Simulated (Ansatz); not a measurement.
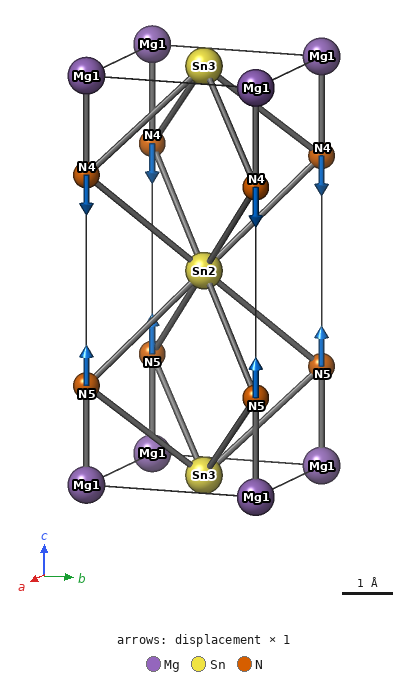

This is a relaxation of solid MgSn$_{2}$N$_{2}$ (a generated structure, set up in P4/mmm) (coarse preliminary run). The starting structure is drawn; blue arrows show the displacements (the part carried along by the change of the cell is left out), at their true length.

The picture is a ball-and-stick view of the cell of the calculation, seen slightly off an axis.

Theory: Ansatz, DFT PBE, scalar-relativistic, plane waves, PAW.

Input
```yaml
crystal:
  lattice:
    - [3.691043, 0.0, 0.0]
    - [0.0, 3.691043, 0.0]
    - [0.0, 0.0, 8.46032076]
  atoms:
    - { symbol: Mg, position: [0.0, 0.0, 0.0] }
    - { symbol: Sn, position: [0.5, 0.5, 0.5] }
    - { symbol: Sn, position: [0.5, 0.5, 0.0] }
    - { symbol: "N", position: [0.0, 0.0, 0.75732362] }
    - { symbol: "N", position: [0.0, 0.0, 0.24267638] }
basis:
  ecutwfc: 420
kpoints:
  mp_grid: { grid: [6, 6, 2] }
hamiltonian:
  xc: pbe
scf:
  occupations: { method: gaussian, width: 0.1 }
  lower_state_search: "off"
output:
  forces: true
  stress: true
  eigenvalues: true
relax:
  adjacent_minimum: "off"
  f_tol: 0.04
  max_steps: 70
  cell: { stress_tol: 0.4 }
```

Command:
```bash
ansatz run input.yaml --threads 1 --pin off --max-ram 2560MiB --backend cpu --events-out ev --progress --plain --runs-dir out
```

> Which element moves most?

Nitrogen: up to 0.85 Å, against 0.00 Å for tin.

> Describe the change and its energy.

The largest moves relative to the cell, 0.85 Å, are those of N4 and N5. N4 goes along −c. Sn and Mg stay in place. The volume changes by +3.7 %, with a = b 3.691 → 4.657 Å (+26.2 %), c 8.460 → 5.513 Å (−34.8 %). Near-neighbour distances that change, for instance: N4–N5 4.354 → 1.133 Å, Sn2–Sn3 4.230 → 2.756 Å, Mg1–Sn3 2.610 → 3.293 Å, Sn3–N4 3.321 → 3.955 Å. New bonds form: N4–N5 (4.35 → 1.13 Å), Sn2–Sn3 (4.23 → 2.76 Å). The space group stays P4/mmm (No. 123). After 17 accepted moves (19 points after the start) the energy has fallen by 1458 meV per atom. The largest force component goes from 0.014 to 0.0066 eV/Å. The pressure goes from −3.24 to 0.26 GPa. The SCF was repeated twice at an unchanged geometry on a basis and grid sized afresh for the cell, which shifted the energy by 54.6 meV per atom at most.

Limits of the set-up: the k-point mesh is coarse for a cell with partly filled bands.
